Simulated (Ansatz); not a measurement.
TiB2

```
Ti B
1.0
     2.96307    0.00000    0.00000
    -1.48153    2.56609    0.00000
     0.00000    0.00000    3.10508
Ti B
1 2
Direct
  0.00000 0.00000 0.00000
  0.33333 0.66667 0.50000
  0.66667 0.33333 0.50000
```

Space group P6/mmm; changed on purpose from its base cell (volume × 0.94, shape and atoms relaxed); computed pressure about 18 GPa in this cell; computed without spin polarisation.

Theory: DFT PBEsol, scalar-relativistic, plane waves, PAW in Ansatz.

In a PAW calculation such maps are meaningful between the atoms, not at the nuclei.

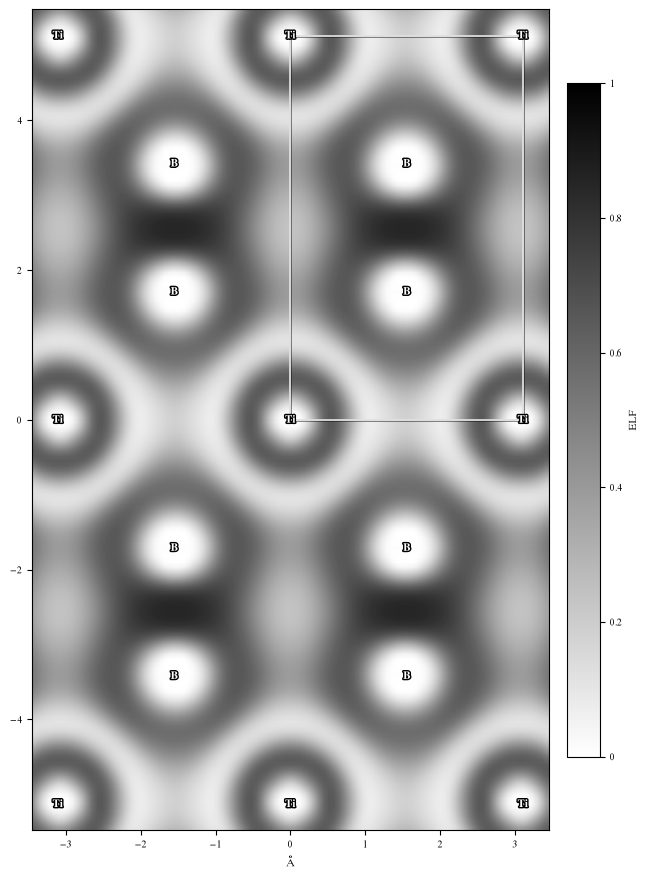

Figure 1. Electron localisation function on the (110) plane of the conventional cell.

Q: What does the map show?

A: The section cuts through Ti and B sites. B–B (1.71 Å): the ELF peaks at about 0.85 between the atoms. Ti–B (2.31 Å): the ELF peaks at about 0.60 in the valence shell of B, 0.8 Å from its nucleus, and is about 0.20 at the midpoint (no localised pair shows between them). The features right at Ti lie inside the PAW spheres, where the map follows smoothed inner orbitals and isn't to be read closely.

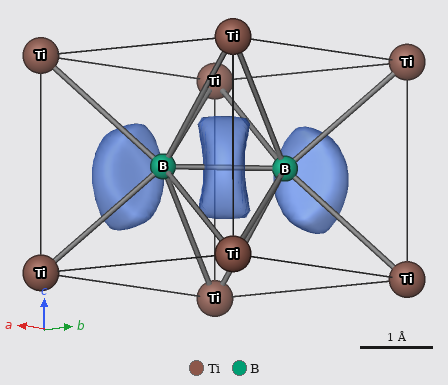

Figure 2. Isosurface of the electron localisation function at 0.7 (blue), seen at an oblique angle. Only the valence region is drawn (cores and ρ < 0.01 e/Å³ removed). Sticks mark near contacts.

Q: Where are the electrons localised?

A: The surface consists of three regions between bonded B–B atoms, counted in one cell of 3 atoms. Regions shared between cells count once.

Q: Metal or insulator at this level of theory?

A: It is gapless in this calculation (a metal or semimetal).
